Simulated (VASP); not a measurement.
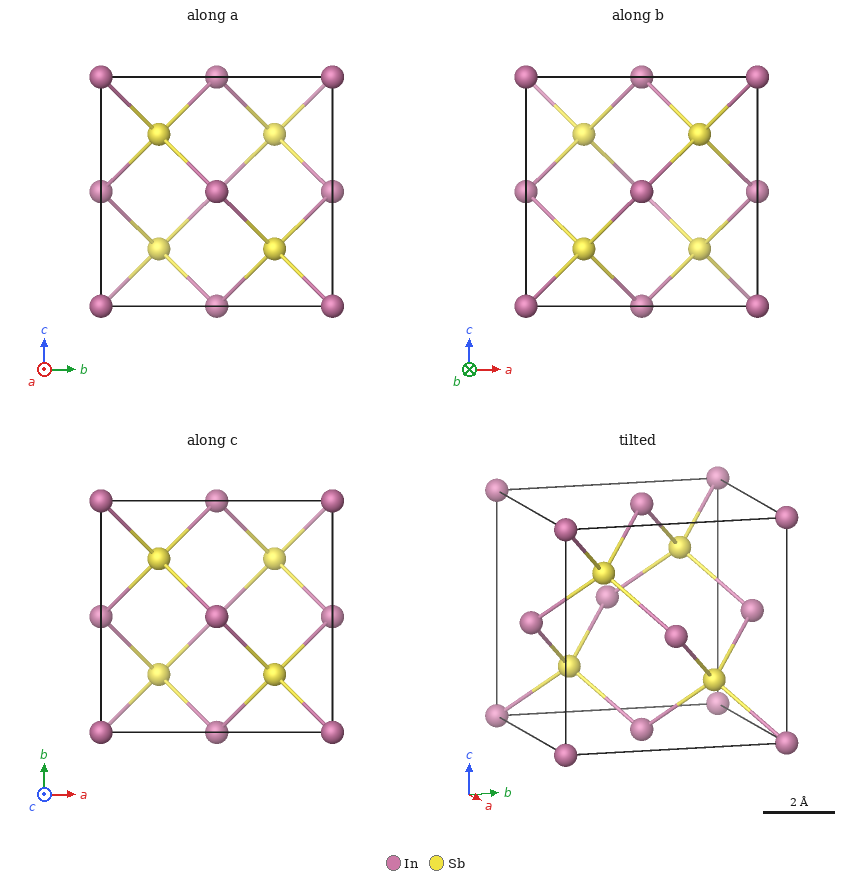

Ball-and-stick representation of a periodic structure, projected along the a axis, along the b axis, along the c axis and slightly off an axis. Thin lines show the drawn cell (a repeat of the simulation cell), with boundary atoms drawn in all their periodic places.

Lattice parameters: a = 6.5590 Å, b = 6.5590 Å, c = 6.4934 Å, α = 90.000°, β = 90.000°, γ = 90.000°.

Q: Give the structure in the form of a CIF in P1 with every atom of the cell.

A:
```cif
data_structure
_symmetry_space_group_name_H-M 'P 1'
_symmetry_Int_Tables_number 1
_cell_length_a 6.5590
_cell_length_b 6.5590
_cell_length_c 6.4934
_cell_angle_alpha 90.000
_cell_angle_beta 90.000
_cell_angle_gamma 90.000
_cell_volume 279.35
loop_
_atom_site_label
_atom_site_type_symbol
_atom_site_fract_x
_atom_site_fract_y
_atom_site_fract_z
_atom_site_occupancy
In1 In 0.0000 0.0000 0.0000 1
Sb1 Sb 0.2500 0.2500 0.2500 1
In2 In 0.5000 0.5000 0.0000 1
Sb2 Sb 0.7500 0.7500 0.2500 1
In3 In 0.5000 0.0000 0.5000 1
Sb3 Sb 0.7500 0.2500 0.7500 1
In4 In 0.0000 0.5000 0.5000 1
Sb4 Sb 0.2500 0.7500 0.7500 1
```

The initial geometry was a structure type filled with these elements by a generator (whether the compound takes this form wasn't checked). The cell was then strained or its atoms displaced on purpose. It went into a calculation with VASP.
